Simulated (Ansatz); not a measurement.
**Zr$_{5}$S$_{12}$: geometry relaxation (part 1 of 4)**

System: Zr$_{5}$S$_{12}$ (slab, 17 atoms in the cell).
Method: DFT PBEsol, scalar-relativistic, plane waves, PAW, spin-polarised (Ansatz 0.2.0).

The structure derives from an entry of the Crystallography Open Database. The input holds or restrains some coordinates. Forces given for the steps count only the free coordinates. It belongs to a series of runs on one base structure; here: Zr vacancy, atoms relaxed. Figures and captions count atoms from 1; the log counts them from 0 in places.

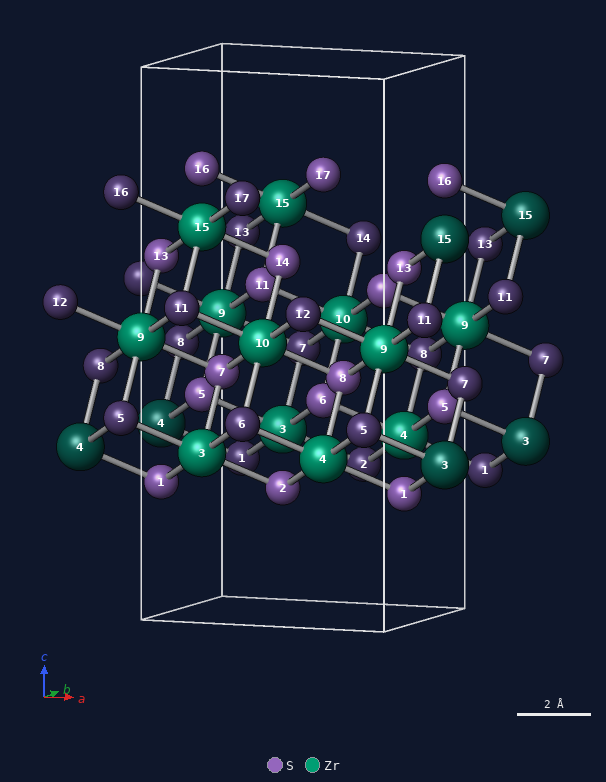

Fig. 1: The input geometry (ball-and-stick view of the cell of the calculation, with the vacuum cut short, seen slightly off an axis; neighbours outside the cell are drawn fainter; atoms are numbered from 1 in the order of the input). An atom can appear more than once, as a periodic image. Near neighbours in the periodic cell (some may lie outside the picture): S has 2 Zr at 2.55 Å; Zr has 5 S at 2.55 Å; S has 3 Zr at 2.55 Å; Zr has 6 S at 2.55 Å; S has 1 Zr at 2.55 Å.

Summary:

- outcome: converged under the restraints of the input
- electrons treated: 132
- free energy: −31280.0325 eV
- work function, top face: 5.57 eV
- work function, bottom face: 6.04 eV
- Fermi energy: −1.512 eV
- gap on the k-point mesh: 0.02 eV by band count, under the smearing
- net moment of the cell: 1.88 μB
- integrated absolute moment: 2.07 μB
- final volume: 1120.52 Å³
- work function (upper face): 5.57 eV
- largest force (length of the vector) at the end, held atoms and coordinates included: 2.177 eV/Å
- hardware: 4 threads of Arm Neoverse V1, 24 GiB of memory available, shared host
- wall time: 22 min (CPU time 86 min)
- peak memory: 2.9 GiB

Input file:
```yaml
crystal:
  lattice:
    - [7.25999808, 0.0, 0.0]
    - [0.0, 5.85, 0.0]
    - [0.0, 0.0, 26.3831235774]
  atoms:
    - { symbol: S, position: [0.0, 0.2492, 0.3411271593] }
    - { symbol: S, position: [0.5, 0.2492, 0.3411271593] }
    - { symbol: Zr, position: [0.25, 0.0, 0.3808453695] }
    - { symbol: Zr, position: [0.75, 0.0, 0.3808453695] }
    - { symbol: S, position: [0.0, 0.7508, 0.4205635797] }
    - { symbol: S, position: [0.5, 0.7508, 0.4205635797] }
    - { symbol: S, position: [0.25, 0.2492, 0.4602817898] }
    - { symbol: S, position: [0.75, 0.2492, 0.4602817898] }
    - { symbol: Zr, position: [0.0, 0.0, 0.5] }
    - { symbol: Zr, position: [0.5, 0.0, 0.5] }
    - { symbol: S, position: [0.25, 0.7508, 0.5397182102] }
    - { symbol: S, position: [0.75, 0.7508, 0.5397182102], spin: 0.5 }
    - { symbol: S, position: [0.0, 0.2492, 0.5794364203], spin: 0.5 }
    - { symbol: S, position: [0.5, 0.2492, 0.5794364203], spin: 0.5 }
    - { symbol: Zr, position: [0.25, 0.0, 0.6191546305] }
    - { symbol: S, position: [0.0, 0.7508, 0.6588728407] }
    - { symbol: S, position: [0.5, 0.7508, 0.6588728407] }
basis:
  ecutwfc: 420.0
  fft_grid_basis: typed
kpoints:
  mp_grid: { grid: [4, 5, 1] }
hamiltonian:
  xc: pbesol
  pseudopotentials: { kind: paw }
scf:
  occupations: { method: gaussian, width: 0.05 }
output:
  forces: true
  eigenvalues: true
  populations: true
efield:
  axis: 3
  dipole_correction: true
  ramp_width: 0.04
magnetization:
  spin_polarized: true
relax:
  adjacent_minimum: "off"
  f_tol: 0.04
  max_steps: 40
  constraints: [{ sites: [0, 1, 2, 3, 4, 5, 6, 7] }]
```

Command:
```bash
ansatz run input.yaml --threads 4 --pin off --max-ram 8847MiB --backend cpu --events-out ev --progress --plain --runs-dir out
```

Log:
```
Engine: ansatz 0.2.0, aarch64-unknown-linux-gnu
Pseudopotentials: kind: paw
Pseudopotential: S, paw, valence charge 6, recommended cutoff 420 eV (normal), S.paw.azcp
Pseudopotential: Zr, paw, valence charge 12, recommended cutoff 420 eV (normal), Zr.paw.azcp
Functional definition: PBEsol
  exchange = pbesol_x
  correlation = pbesol_c
Crystal: 17 atoms, lattice volume = 1120.517 Å³
Basis set: ecut = 420 eV, 21895 PW (Γ), exchange–correlation on 100×80×360 points (8 copies of the dense FFT grid, shifted against one another)
Bands: 84, of which v1, the nominal top of the filled ones, is band 66 counted from 1 (65 counted from 0)
Symmetry: 2 space group operations
k-points: 9 of 20 (time reversal used)
Non-local potential: S, projectors of the file, l = 0: 2, l = 1: 2, l = 2: 2
Non-local potential: Zr, projectors of the file, l = 0: 3, l = 1: 2, l = 2: 2, l = 3: 2
PAW form: soft (Blöchl's): semilocal exchange-correlation on the pseudo side does not see the compensation charge
PAW frozen core: S, regenerated for the run's functional, and the local potential with it (the file was generated under x = pbe(κ = 0.804, μ = 0.2195149727645171), c = pbe(β = 0.06672455060314922))
PAW frozen core: Zr, regenerated for the run's functional, and the local potential with it (the file was generated under x = pbe(κ = 0.804, μ = 0.2195149727645171), c = pbe(β = 0.06672455060314922))
PAW one-centre angular grid: S, 110 points (default); XC on 64 Gauss nodes
PAW one-centre angular grid: Zr, 590 points (default); XC on 64 Gauss nodes
Initial density: superposition of atomic densities (neutral atoms: chi_scale 0, normalization atom)
Starting moments: Σ|m| = 1.5 μB on 3 of 17 sites
Initial wavefunctions: pseudopotential atomic-orbital guess
Functional: x = pbesol(κ = 0.804, μ = 0.12345679012345678), c = pbesol(β = 0.046)
SCF iter   1: F=—  HF=-31279.959601 eV  |F-HF|=—  |Δ(HF+E_count)|=         —  Δρ=1.44e-2 (↑1.39e-2 ↓1.44e-2)  dr2=1.58e1  dr2_m=4.04e-2  M=1.434 μB ∫|m|=1.487 μB  β_m=1.00  ethr=3.10e-3  p=0.000 e·Å  D=1.16e-9 V/Å  ΔV_dip=-0.00 eV  dr2_dipole=4.64e-2  V_vac-E_F(+/−)=7.36/7.36 eV  ⟨swp⟩=6.6  Hψ=6120  notcnv=0  defer=63
Mixer restart at iter 1: flushing history
efield: sawtooth ramp at fractional position 0.9800 (placed from the atoms, in the widest stretch of the axis that holds none; the zero of the levels goes with the place), width 0.0400; the density the first Hamiltonian is built on has a dipole p = 0.000 e·Å; the dipole correction subtracts the counter field D = 1.16e-9 V/Å, which shifts the + side's vacuum level by -0.00 eV against the − side's; the planar-averaged density in the ramp window peaks in size at 3.6e-8 e/Å³
preconditioner: auto → LDOS  [metal: Δε(μ)=0.007 eV  Ē_g=7.398 eV  σ=0.050 eV  W_gap=0.08  n_scr=130 (ndim 8)  ℏωp=10.6 eV  f_vac=0.572  D(μ)=16.73/eV (n_scr^D=84)]
spin=Collinear: LDOS preconditioning applied to the charge; magnetization (m = ρ↑ − ρ↓) channel mixes plain (no charge-response kernel on spin).
SCF iter   2: F=—  HF=-31277.042068 eV  |F-HF|=—  |Δ(HF+E_count)|=    2.92e0  Δρ=7.67e-3 (↑7.50e-3 ↓7.67e-3)  dr2=4.05e0  dr2_m=1.09e-2  M=1.774 μB ∫|m|=1.832 μB  β_m=0.41  ethr=3.10e-3  p=-0.163 e·Å  D=-2.63e-2 V/Å  ΔV_dip=0.69 eV  dr2_dipole=1.64e-1  V_vac-E_F(+/−)=7.17/6.48 eV  ⟨swp⟩=3.0  Hψ=2660  notcnv=0  defer=216
density mixer auto → msr1: a metal under ldos (density of states about μ 0.91 of a free-electron gas's, 130 screened modes)
SCF iter   3: F=—  HF=-31276.480606 eV  |F-HF|=—  |Δ(HF+E_count)|=   5.61e-1  Δρ=3.16e-3 (↑3.16e-3 ↓3.14e-3)  dr2=5.93e-1  dr2_m=1.21e-2  M=2.129 μB ∫|m|=2.212 μB  β_m=0.49  ethr=3.07e-3  p=-0.229 e·Å  D=-3.69e-2 V/Å  ΔV_dip=0.97 eV  dr2_dipole=8.86e-2  V_vac-E_F(+/−)=6.92/5.94 eV  ⟨swp⟩=2.0  Hψ=2228  notcnv=0  defer=216
SCF iter   4: F=—  HF=-31276.467554 eV  |F-HF|=—  |Δ(HF+E_count)|=   1.31e-2  Δρ=1.90e-3 (↑1.90e-3 ↓1.55e-3)  dr2=1.43e-1  dr2_m=1.60e-2  M=2.418 μB ∫|m|=2.523 μB  β_m=0.54  ethr=4.49e-4  p=-0.191 e·Å  D=-3.09e-2 V/Å  ΔV_dip=0.82 eV  dr2_dipole=1.78e-2  V_vac-E_F(+/−)=6.75/5.94 eV  ⟨swp⟩=2.3  Hψ=2059  notcnv=0  defer=216
SCF iter   5: F=—  HF=-31276.553739 eV  |F-HF|=—  |Δ(HF+E_count)|=         —  Δρ=2.73e-3 (↑2.73e-3 ↓2.37e-3)  dr2=7.31e-2  dr2_m=6.13e-2  M=3.137 μB ∫|m|=3.283 μB  β_m=0.54  ethr=1.09e-4  p=-0.161 e·Å  D=-2.60e-2 V/Å  ΔV_dip=0.69 eV  dr2_dipole=2.59e-2  V_vac-E_F(+/−)=6.58/5.90 eV  ⟨swp⟩=2.3  Hψ=2242  notcnv=0  defer=209
SCF iter   6: F=—  HF=-31276.546624 eV  |F-HF|=—  |Δ(HF+E_count)|=   7.11e-3  Δρ=1.46e-3 (↑1.46e-3 ↓1.45e-3)  dr2=3.89e-2  dr2_m=1.98e-2  M=3.199 μB ∫|m|=3.389 μB  β_m=0.77  ethr=5.54e-5  p=-0.132 e·Å  D=-2.13e-2 V/Å  ΔV_dip=0.56 eV  dr2_dipole=1.45e-2  V_vac-E_F(+/−)=6.48/5.92 eV  ⟨swp⟩=2.0  Hψ=2165  notcnv=0  defer=209
SCF iter   7: F=—  HF=-31276.557023 eV  |F-HF|=—  |Δ(HF+E_count)|=   1.04e-2  Δρ=7.46e-4 (↑7.46e-4 ↓6.59e-4)  dr2=7.32e-2  dr2_m=1.62e-3  M=3.262 μB ∫|m|=3.518 μB  β_m=0.58  ethr=2.94e-5  p=-0.096 e·Å  D=-1.55e-2 V/Å  ΔV_dip=0.41 eV  dr2_dipole=2.43e-3  V_vac-E_F(+/−)=6.36/5.95 eV  ⟨swp⟩=2.0  Hψ=2421  notcnv=0  defer=209
SCF iter   8: F=—  HF=-31276.548664 eV  |F-HF|=—  |Δ(HF+E_count)|=   8.36e-3  Δρ=3.14e-4 (↑3.09e-4 ↓3.14e-4)  dr2=6.50e-3  dr2_m=5.50e-4  M=3.271 μB ∫|m|=3.545 μB  β_m=0.57  ethr=2.94e-5  p=-0.088 e·Å  D=-1.42e-2 V/Å  ΔV_dip=0.38 eV  dr2_dipole=1.69e-4  V_vac-E_F(+/−)=6.32/5.94 eV  ⟨swp⟩=2.2  Hψ=2351  notcnv=0  defer=208
SCF iter   9: F=—  HF=-31276.548830 eV  |F-HF|=—  |Δ(HF+E_count)|=   1.66e-4  Δρ=1.33e-4 (↑1.25e-4 ↓1.33e-4)  dr2=4.01e-4  dr2_m=1.39e-4  M=3.271 μB ∫|m|=3.555 μB  β_m=0.66  ethr=4.93e-6  p=-0.081 e·Å  D=-1.31e-2 V/Å  ΔV_dip=0.34 eV  dr2_dipole=4.55e-7  V_vac-E_F(+/−)=6.30/5.95 eV  ⟨swp⟩=2.0  Hψ=2131  notcnv=0  defer=208
SCF iter  10: F=—  HF=-31276.549047 eV  |F-HF|=—  |Δ(HF+E_count)|=   2.17e-4  Δρ=5.97e-5 (↑5.78e-5 ↓5.97e-5)  dr2=1.04e-4  dr2_m=2.78e-5  M=3.272 μB ∫|m|=3.559 μB  β_m=0.66  ethr=3.04e-7  p=-0.081 e·Å  D=-1.31e-2 V/Å  ΔV_dip=0.35 eV  dr2_dipole=7.56e-8  V_vac-E_F(+/−)=6.29/5.95 eV  ⟨swp⟩=2.0  Hψ=2280  notcnv=0  defer=208
SCF iter  11: F=—  HF=-31276.549068 eV  |F-HF|=—  |Δ(HF+E_count)|=   2.11e-5  Δρ=2.89e-5 (↑2.48e-5 ↓2.89e-5)  dr2=1.56e-5  dr2_m=5.75e-6  M=3.275 μB ∫|m|=3.563 μB  β_m=0.67  ethr=7.90e-8  p=-0.080 e·Å  D=-1.29e-2 V/Å  ΔV_dip=0.34 eV  dr2_dipole=1.48e-7  V_vac-E_F(+/−)=6.29/5.95 eV  ⟨swp⟩=2.1  Hψ=2465  notcnv=0  defer=208
SCF iter  12: F=-31276.549075 eV  HF=-31276.549076 eV  |F-HF|=1.63e-6  |Δ(HF+E_count)|=   8.14e-6  Δρ=1.26e-5 (↑7.15e-6 ↓1.26e-5)  dr2=4.60e-6  dr2_m=6.71e-7  M=3.276 μB ∫|m|=3.565 μB  ethr=1.18e-8  p=-0.080 e·Å  D=-1.29e-2 V/Å  ΔV_dip=0.34 eV  dr2_dipole=5.43e-7  V_vac-E_F(+/−)=6.29/5.95 eV  ⟨swp⟩=11.7  Hψ=8007  notcnv=0
SCF 1 converged in 12 iterations: F = -31276.549075 eV  dr2 = 4.60e-6
  greatest PAW one-centre occupation: 0.996 electrons in one spin orbital (limit 2), on the Zr atom at site 14 (counted from 0), in its partial waves of l = 0
relax step   1: F+E_penalty+E_count = -31276.54907464 eV  Δ(F+E_penalty+E_count) = +0.000e0 eV  max|allowed force component| = 1.060e0 eV/Å  Δτ_max = 0.0000 Å  (12 SCF iters, dr2 threshold 4.00e-5 eV, accepted)
Initial density: handed on by an earlier stage of this run
Starting moments: Σ|m| = 1.5 μB on 3 of 17 sites; this step starts from the density that it was given
Initial wavefunctions: those handed on with the density
iter 1 solved again at ethr=7.08e-4 eV; its pass at ethr=3.10e-3 eV (dr2=9.34e-1 eV) is discarded
SCF iter   1: F=—  HF=-31276.998270 eV  |F-HF|=—  |Δ(HF+E_count)|=         —  Δρ=3.63e-3 (↑3.49e-3 ↓3.63e-3)  dr2=9.84e-1  dr2_m=3.83e-2  M=2.872 μB ∫|m|=3.244 μB  β_m=1.00  ethr=7.08e-4  p=-0.080 e·Å  D=-1.29e-2 V/Å  ΔV_dip=0.34 eV  dr2_dipole=3.27e-2  V_vac-E_F(+/−)=6.39/6.05 eV  ⟨swp⟩=1.0  Hψ=5250  notcnv=0  defer=177
efield: sawtooth ramp at fractional position 0.9800 (handed on by an earlier solve), width 0.0400; the density the first Hamiltonian is built on has a dipole p = -0.080 e·Å; the dipole correction subtracts the counter field D = -1.29e-2 V/Å, which shifts the + side's vacuum level by +0.34 eV against the − side's; the planar-averaged density in the ramp window peaks in size at 5.7e-8 e/Å³
preconditioner: auto → LDOS  [metal: Δε(μ)=0.001 eV  Ē_g=6.875 eV  σ=0.050 eV  W_gap=0.01  n_scr=130 (ndim 8)  ℏωp=10.6 eV  f_vac=0.595  D(μ)=9.10/eV (n_scr^D=34)]
spin=Collinear: LDOS preconditioning applied to the charge; magnetization (m = ρ↑ − ρ↓) channel mixes plain (no charge-response kernel on spin).
SCF iter   2: F=—  HF=-31276.941796 eV  |F-HF|=—  |Δ(HF+E_count)|=   5.65e-2  Δρ=2.04e-3 (↑2.04e-3 ↓1.81e-3)  dr2=2.17e-1  dr2_m=6.06e-3  M=2.659 μB ∫|m|=2.984 μB  β_m=0.40  ethr=7.08e-4  p=-0.081 e·Å  D=-1.31e-2 V/Å  ΔV_dip=0.34 eV  dr2_dipole=7.87e-3  V_vac-E_F(+/−)=6.38/6.03 eV  ⟨swp⟩=2.2  Hψ=2020  notcnv=0  defer=191
density mixer auto → msr1: a metal under ldos (density of states about μ 1.00 of a free-electron gas's, 130 screened modes)
SCF iter   3: F=—  HF=-31276.904429 eV  |F-HF|=—  |Δ(HF+E_count)|=   3.74e-2  Δρ=9.70e-4 (↑9.70e-4 ↓7.51e-4)  dr2=2.64e-2  dr2_m=2.56e-3  M=2.626 μB ∫|m|=2.916 μB  β_m=0.53  ethr=1.64e-4  p=-0.091 e·Å  D=-1.47e-2 V/Å  ΔV_dip=0.39 eV  dr2_dipole=1.82e-3  V_vac-E_F(+/−)=6.41/6.02 eV  ⟨swp⟩=2.0  Hψ=2287  notcnv=0  defer=197
SCF iter   4: F=—  HF=-31276.901998 eV  |F-HF|=—  |Δ(HF+E_count)|=   2.43e-3  Δρ=5.69e-4 (↑5.15e-4 ↓5.69e-4)  dr2=2.74e-3  dr2_m=2.51e-3  M=2.754 μB ∫|m|=3.015 μB  β_m=0.70  ethr=2.00e-5  p=-0.104 e·Å  D=-1.67e-2 V/Å  ΔV_dip=0.44 eV  dr2_dipole=4.37e-5  V_vac-E_F(+/−)=6.46/6.02 eV  ⟨swp⟩=2.0  Hψ=2156  notcnv=0  defer=197
SCF iter   5: F=—  HF=-31276.907042 eV  |F-HF|=—  |Δ(HF+E_count)|=         —  Δρ=3.65e-4 (↑3.08e-4 ↓3.65e-4)  dr2=1.83e-3  dr2_m=9.83e-4  M=2.857 μB ∫|m|=3.112 μB  β_m=0.70  ethr=2.07e-6  p=-0.106 e·Å  D=-1.72e-2 V/Å  ΔV_dip=0.45 eV  dr2_dipole=3.59e-4  V_vac-E_F(+/−)=6.48/6.02 eV  ⟨swp⟩=2.0  Hψ=2354  notcnv=0  defer=197
Mixer restart at iter 5: flushing history
SCF iter   6: F=—  HF=-31276.907701 eV  |F-HF|=—  |Δ(HF+E_count)|=   6.59e-4  Δρ=2.47e-4 (↑2.18e-4 ↓2.47e-4)  dr2=1.05e-3  dr2_m=4.73e-4  M=2.894 μB ∫|m|=3.150 μB  β_m=0.85  ethr=1.39e-6  p=-0.106 e·Å  D=-1.71e-2 V/Å  ΔV_dip=0.45 eV  dr2_dipole=2.39e-4  V_vac-E_F(+/−)=6.48/6.02 eV  ⟨swp⟩=2.0  Hψ=2313  notcnv=0  defer=197
SCF iter   7: F=—  HF=-31276.908029 eV  |F-HF|=—  |Δ(HF+E_count)|=   3.28e-4  Δρ=1.62e-4 (↑1.42e-4 ↓1.62e-4)  dr2=1.18e-3  dr2_m=1.75e-4  M=2.926 μB ∫|m|=3.184 μB  β_m=0.92  ethr=7.95e-7  p=-0.105 e·Å  D=-1.69e-2 V/Å  ΔV_dip=0.45 eV  dr2_dipole=2.03e-4  V_vac-E_F(+/−)=6.47/6.02 eV  ⟨swp⟩=2.0  Hψ=2211  notcnv=0  defer=197
SCF iter   8: F=—  HF=-31276.908074 eV  |F-HF|=—  |Δ(HF+E_count)|=   4.48e-5  Δρ=6.25e-5 (↑6.25e-5 ↓6.01e-5)  dr2=3.93e-4  dr2_m=7.57e-6  M=2.967 μB ∫|m|=3.232 μB  β_m=0.76  ethr=7.95e-7  p=-0.101 e·Å  D=-1.64e-2 V/Å  ΔV_dip=0.43 eV  dr2_dipole=1.59e-7  V_vac-E_F(+/−)=6.46/6.03 eV  ⟨swp⟩=2.0  Hψ=2278  notcnv=0  defer=197
iter 9 did not close the SCF: its close was put off for a magnetic moment that had not settled (scf_convergence_deferred on its scf_iter line)
SCF iter   9: F=-31276.907996 eV  HF=-31276.908015 eV  |F-HF|=1.86e-5  |Δ(HF+E_count)|=   5.93e-5  Δρ=2.58e-5 (↑2.58e-5 ↓2.55e-5)  dr2=3.83e-5  dr2_m=3.50e-6  M=2.970 μB ∫|m|=3.237 μB  β_m=0.74  ethr=5.32e-8  p=-0.101 e·Å  D=-1.63e-2 V/Å  ΔV_dip=0.43 eV  dr2_dipole=1.23e-7  V_vac-E_F(+/−)=6.46/6.03 eV  ⟨swp⟩=11.6  Hψ=7708  notcnv=0
SCF iter  10: F=-31276.908009 eV  HF=-31276.908020 eV  |F-HF|=1.02e-5  |Δ(HF+E_count)|=   5.03e-6  Δρ=1.08e-5 (↑9.84e-6 ↓1.08e-5)  dr2=1.16e-5  dr2_m=3.39e-7  M=2.969 μB ∫|m|=3.236 μB  ethr=2.90e-8  p=-0.101 e·Å  D=-1.63e-2 V/Å  ΔV_dip=0.43 eV  dr2_dipole=1.99e-6  V_vac-E_F(+/−)=6.46/6.03 eV  ⟨swp⟩=4.0  Hψ=4918  notcnv=0
SCF 2 converged in 10 iterations: F = -31276.908009 eV  dr2 = 1.16e-5
relax step   2: F+E_penalty+E_count = -31276.90800947 eV  Δ(F+E_penalty+E_count) = -3.589e-1 eV  max|allowed force component| = 6.390e-1 eV/Å  Δτ_max = 0.1944 Å  (10 SCF iters, dr2 threshold 7.02e-5 eV, accepted)
[... from here on the SCF iterations and repeated set-up lines of each step are left out, up to the last step ...]
SCF 3 converged in 9 iterations: F = -31276.954730 eV  dr2 = 9.74e-7
relax step   3: F+E_penalty+E_count = -31276.95472975 eV  Δ(F+E_penalty+E_count) = -4.672e-2 eV  max|allowed force component| = 3.131e-1 eV/Å  Δτ_max = 0.0601 Å  (9 SCF iters, dr2 threshold 2.55e-5 eV, accepted)
SCF 4 converged in 12 iterations: F = -31276.991495 eV  dr2 = 2.96e-6
relax step   4: F+E_penalty+E_count = -31276.99149532 eV  Δ(F+E_penalty+E_count) = -3.677e-2 eV  max|allowed force component| = 1.525e-1 eV/Å  Δτ_max = 0.1465 Å  (12 SCF iters, dr2 threshold 2.35e-5 eV, accepted)
SCF 5 converged in 15 iterations: F = -31277.076273 eV  dr2 = 3.20e-7
relax step   5: F+E_penalty+E_count = -31277.07627306 eV  Δ(F+E_penalty+E_count) = -8.478e-2 eV  max|allowed force component| = 7.637e-1 eV/Å  Δτ_max = 0.1954 Å  (15 SCF iters, dr2 threshold 5.52e-6 eV, accepted)
SCF 6 converged in 13 iterations: F = -31277.542836 eV  dr2 = 3.09e-6
relax step   6: F+E_penalty+E_count = -31277.54283592 eV  Δ(F+E_penalty+E_count) = -4.666e-1 eV  max|allowed force component| = 1.624e0 eV/Å  Δτ_max = 0.1947 Å  (13 SCF iters, dr2 threshold 1.00e-4 eV, accepted)
SCF 7 converged in 10 iterations: F = -31277.940442 eV  dr2 = 1.09e-5
relax step   7: F+E_penalty+E_count = -31277.94044231 eV  Δ(F+E_penalty+E_count) = -3.976e-1 eV  max|allowed force component| = 2.215e0 eV/Å  Δτ_max = 0.2000 Å  (10 SCF iters, dr2 threshold 1.00e-4 eV, accepted)
SCF 8 converged in 9 iterations: F = -31278.934532 eV  dr2 = 5.49e-6
relax step   8: F+E_penalty+E_count = -31278.93453158 eV  Δ(F+E_penalty+E_count) = -9.941e-1 eV  max|allowed force component| = 2.470e0 eV/Å  Δτ_max = 0.1946 Å  (9 SCF iters, dr2 threshold 1.00e-4 eV, accepted)
SCF 9 converged in 10 iterations: F = -31279.777493 eV  dr2 = 1.27e-5
relax step   9: F+E_penalty+E_count = -31279.77749266 eV  Δ(F+E_penalty+E_count) = -8.430e-1 eV  max|allowed force component| = 1.419e0 eV/Å  Δτ_max = 0.1950 Å  (10 SCF iters, dr2 threshold 1.00e-4 eV, accepted)
SCF 10 converged in 8 iterations: F = -31279.934231 eV  dr2 = 1.90e-6
relax step  10: F+E_penalty+E_count = -31279.93423139 eV  Δ(F+E_penalty+E_count) = -1.567e-1 eV  max|allowed force component| = 7.650e-1 eV/Å  Δτ_max = 0.2000 Å  (8 SCF iters, dr2 threshold 1.00e-4 eV, accepted)
SCF 11 converged in 7 iterations: F = -31279.997092 eV  dr2 = 3.86e-5
relax step  11: F+E_penalty+E_count = -31279.99709164 eV  Δ(F+E_penalty+E_count) = -6.286e-2 eV  max|allowed force component| = 4.948e-1 eV/Å  Δτ_max = 0.1923 Å  (7 SCF iters, dr2 threshold 1.00e-4 eV, accepted)
SCF 12 converged in 7 iterations: F = -31280.013147 eV  dr2 = 2.84e-5
```
